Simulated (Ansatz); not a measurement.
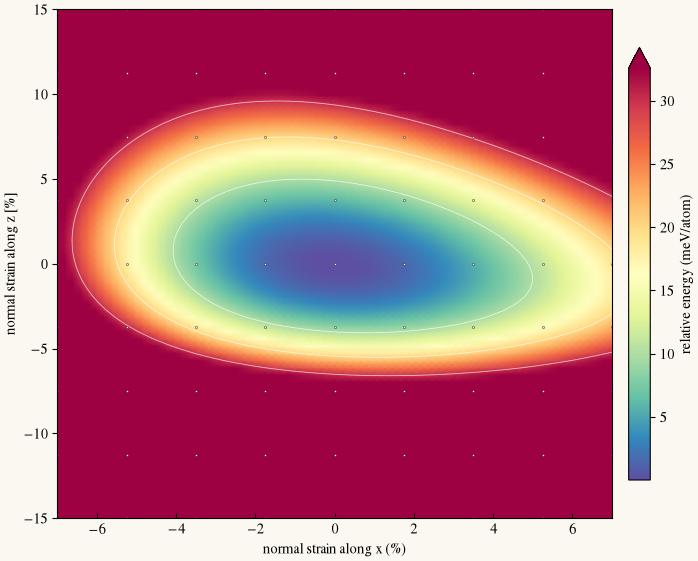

KF (Fm-3m, No. 225; 2 atoms in the cell). 
- The energy is mapped over two homogeneous strains (x, y and z along the cube axes).
- The first coordinate is: normal strain along x; the second: normal strain along z.
- Nothing is relaxed (symmetry fixes all fractional coordinates).
- The scan uses a 9 × 9 grid.
- Energies are in meV/atom, from the lowest grid point.
- Theory: DFT LDA, scalar-relativistic, plane waves, PAW (Ansatz). Settings: cutoff 520 eV, k-mesh 8×8×8, gaussian smearing 0.05 eV, no spin polarisation.

In the figure: a smooth colour map with a few white contour lines, dots at the grid points, one colour for all values above the top of the scale. Between grid points the surface is interpolated.

Q: Where is the minimum, and how stiff is the crystal against these two strains (in GPa)?

A: The interpolated minimum is at 0.0 % and 0.0 %. Divided by the cell volume of 34.4 Å³, the second derivatives of the energy there are about 96.2 GPa along the first strain and 95.5 GPa along the second, with a cross term of about 17 GPa (clamped ions). Round the minimum the valley is somewhat tilted: raising normal strain along x shifts the best value of normal strain along z downwards (coupling k₁₂/√(k₁₁k₂₂) about 0.2).
